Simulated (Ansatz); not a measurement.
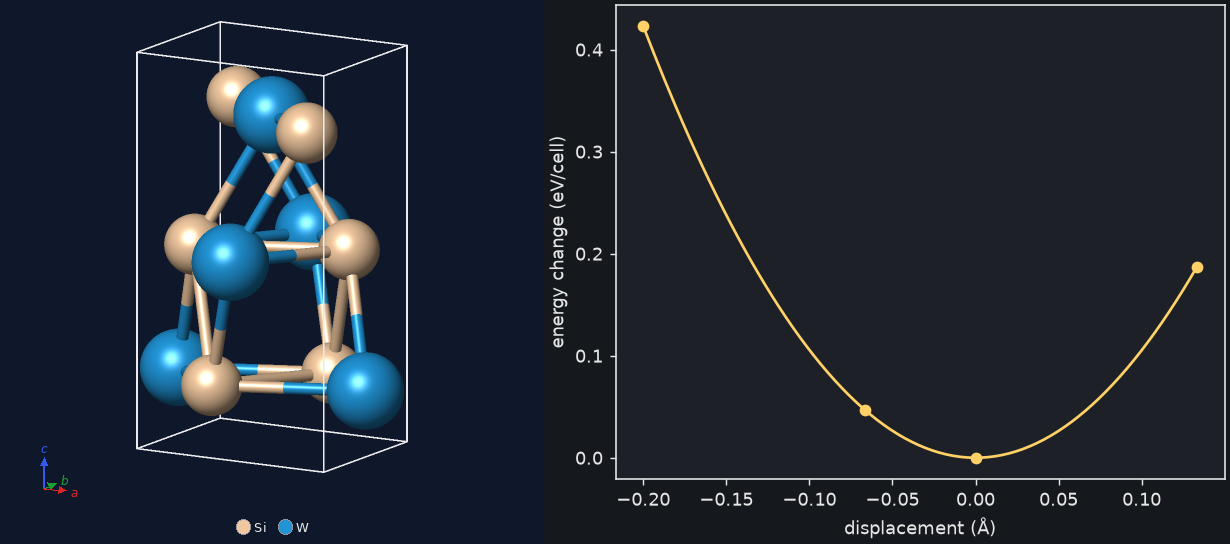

The figure shows the energy change against displacement for Si₂W, space group P6_222 (No. 180). The cell is drawn beside the plot.

Structure:
```xyz
9
Lattice="4.5761 0.0000 0.0000 -2.2880 3.9630 0.0000 0.0000 0.0000 6.6033" Properties=species:S:1:pos:R:3 pbc="T T T"
Si    2.2880    2.6646    3.3017
Si   -1.1636    3.3138    5.5028
Si    1.1636    3.3138    1.1006
Si    0.0000    1.2984    3.3017
Si    3.4516    0.6492    5.5028
Si    1.1245    0.6492    1.1006
W    -1.1440    1.9815    1.1006
W     1.1440    1.9815    5.5028
W     2.2880    0.0000    3.3017
```

Method: one atom of a crystal moved along a line, all else fixed, by plane-wave density functional theory with PAW datasets, free energies less that of the undisturbed cell, pressure positive in compression; scalar-relativistic (Ansatz 0.2.0). Level: PBEsol, no spin polarisation.

- wave cutoff: 420 eV
- k mesh: 12×12×6
- occupations: Gaussian
- smearing width: 0.15 eV
- k shift: (0, 0, 0) (mesh steps)
- start: relaxed
- moved atom: 7
- direction: (−0.4446, 0.2655, 0.8555) (Cartesian unit vector)

From this curve and the settings, what does the calculation give for the force along the direction (sum over moved atoms) and pressure at the same points?

The force along the direction (sum over moved atoms) falls from 4.22 eV/Å at displacement −0.2000 Å to −2.80 eV/Å at 0.1333 Å, and changes sign near 0.00 Å. The pressure goes from 1.773 GPa at displacement −0.2000 Å to 0.787 GPa at 0.1333 Å, not monotonically, with a low of −0.010 GPa at 0.0000 Å.

```json
{"displacement (Å)": "-0.2000", "force along the direction (sum over moved atoms) (eV/Å)": "4.22", "pressure (GPa)": "1.773"}
{"displacement (Å)": "-0.0667", "force along the direction (sum over moved atoms) (eV/Å)": "1.41", "pressure (GPa)": "0.188"}
{"displacement (Å)": "0.0000", "force along the direction (sum over moved atoms) (eV/Å)": "0.00", "pressure (GPa)": "-0.010"}
{"displacement (Å)": "0.1333", "force along the direction (sum over moved atoms) (eV/Å)": "-2.80", "pressure (GPa)": "0.787"}
```
